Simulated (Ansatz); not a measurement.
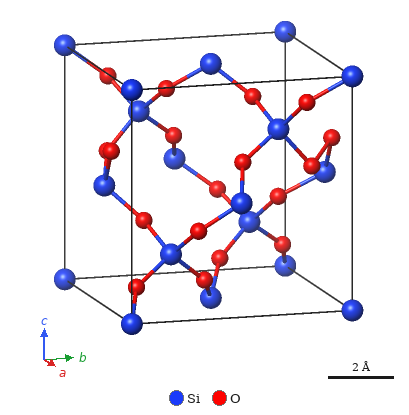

Crystal structure, ball-and-stick style, seen slightly off an axis. The wireframe shows the simulation cell.

Si₈O₁₇, a = 7.11 Å, b = 7.11 Å, c = 7.37 Å, α = 90.00°, β = 90.00°, γ = 90.00°.

Method used: DFT PBE, scalar-relativistic, plane waves, PAW in Ansatz. It ran with a basis cut at 420 eV, k-points on a 2×2×2 grid, Gaussian smearing of 0.02 eV, no spin polarisation.

What is the band gap, if any?

Answer. An insulator at this level, with a gap of 4.36 eV on the k-mesh (the true edges may lie between mesh points, so the gap can be somewhat smaller).

It derives from a structure listed in the Materials Project, repeated into a supercell with a point defect put in. The cell was then strained or its atoms displaced on purpose. The atoms were relaxed in a fixed cell with DFT PBE, scalar-relativistic, plane waves, PAW in Ansatz.
